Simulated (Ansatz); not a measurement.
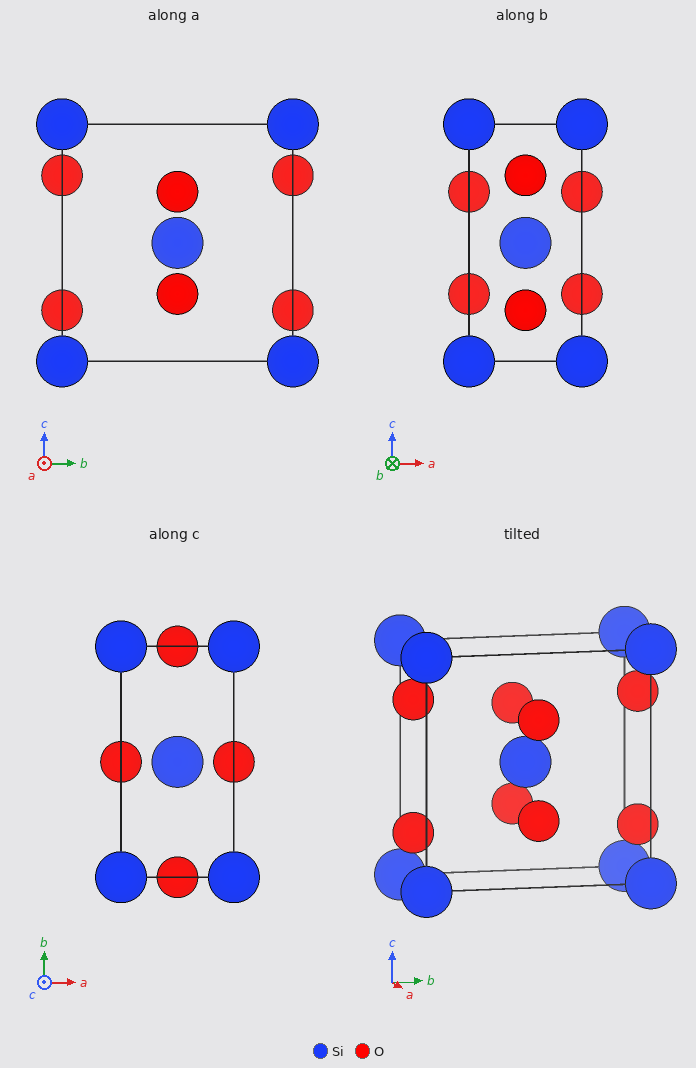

An orthographic spheres-only view of the structure, along the a axis, along the b axis, along the c axis and slightly off an axis. Thin lines show the conventional unit cell, with boundary atoms drawn in all their periodic places.

Lattice parameters: a = 2.5241 Å, b = 5.1604 Å, c = 5.3023 Å, α = 90.000°, β = 90.000°, γ = 90.000°.

Q: Put the structure into a CIF in P1 with every atom of the cell, with free fractional coordinates to two decimals.

A:
```cif
data_structure
_symmetry_space_group_name_H-M 'P 1'
_symmetry_Int_Tables_number 1
_cell_length_a 2.5241
_cell_length_b 5.1604
_cell_length_c 5.3023
_cell_angle_alpha 90.000
_cell_angle_beta 90.000
_cell_angle_gamma 90.000
_cell_volume 69.06
loop_
_atom_site_label
_atom_site_type_symbol
_atom_site_fract_x
_atom_site_fract_y
_atom_site_fract_z
_atom_site_occupancy
Si1 Si 0.50 0.50 0.50 1
O1 O 0.00 0.50 0.28 1
O2 O 0.00 0.50 0.72 1
Si2 Si 0.00 0.00 0.00 1
O3 O 0.50 0.00 0.78 1
O4 O 0.50 0.00 0.22 1
```

The model was built from a structure type filled with these elements by a generator (whether the compound takes this form wasn't checked). Atoms and cell were optimised with Ansatz, DFT PBE, scalar-relativistic, plane waves, PAW.
